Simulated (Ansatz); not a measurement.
System: NaI, space group Fm-3m (No. 225).

The given structure:
```
CELL_PARAMETERS angstrom
0.00000 3.23640 3.23640
3.23640 0.00000 3.23640
3.23640 3.23640 0.00000
ATOMIC_POSITIONS crystal
Na 0.00000 0.00000 0.00000
I 0.50000 0.50000 0.50000
```

Method: all atoms of one element of a crystal moved along a line, all else fixed, by plane-wave density functional theory with PAW datasets, free energies less that of the undisturbed cell; scalar-relativistic (Ansatz 0.2.0). Level: PBEsol, no spin polarisation.

wave cutoff 420 eV; k mesh 6×6×6; occupations Gaussian; smearing width 0.05 eV; k shift (0, 0, 0) (mesh steps); start as given; moved element I; direction (0, 1, 0) (Cartesian unit vector).

The points at displacement −0.375, −0.125, 0.25 and 0.5 follow from computed ones by symmetry.

Describe the result: the energy change and force along the direction (sum over moved atoms) against displacement. The displacement takes the values −0.5000, −0.3750, −0.2500, −0.1250, 0.0000, 0.0625, 0.1250, 0.1875, 0.2500, 0.3125, 0.3750, 0.4375, 0.5000 Å.

The energy rises on both sides of the starting structure, which is therefore a minimum along this path. The energy change is 0.1603 eV/cell at displacement −0.5000 Å and 0.1603 eV/cell at 0.5000 Å; the lowest computed point is at displacement 0.0000 Å (0.0000 eV/cell). The force along the direction (sum over moved atoms) falls from 0.88 eV/Å at displacement −0.5000 Å to −0.88 eV/Å at 0.5000 Å, and changes sign near 0.00 Å. The harmonic force constant k (E = k x²/2 near the start) is 0.835 eV/Å².

```tsv
displacement (Å)	energy change (eV/cell)	force along the direction (sum over moved atoms) (eV/Å)
-0.5000	0.1603	0.88
-0.3750	0.0759	0.50
-0.2500	0.0294	0.26
-0.1250	0.0067	0.11
0.0000	0.0000	0.00
0.0625	0.0016	-0.05
0.1250	0.0067	-0.11
0.1875	0.0157	-0.18
0.2500	0.0294	-0.26
0.3125	0.0490	-0.37
0.3750	0.0759	-0.50
0.4375	0.1122	-0.67
0.5000	0.1603	-0.88
```

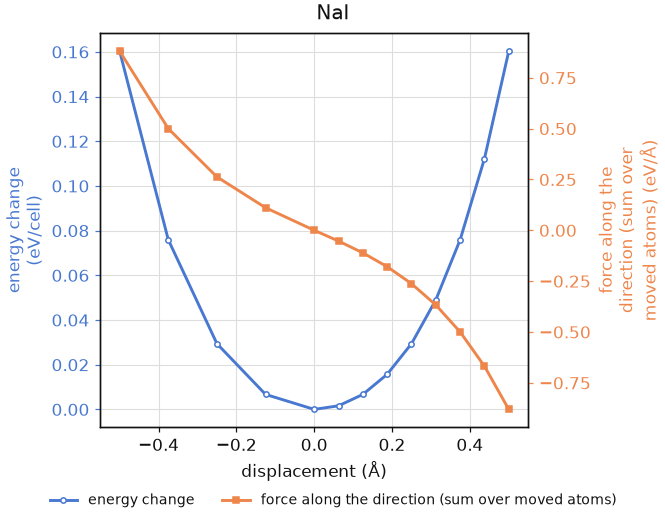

Note: reference crystal is not relaxed.
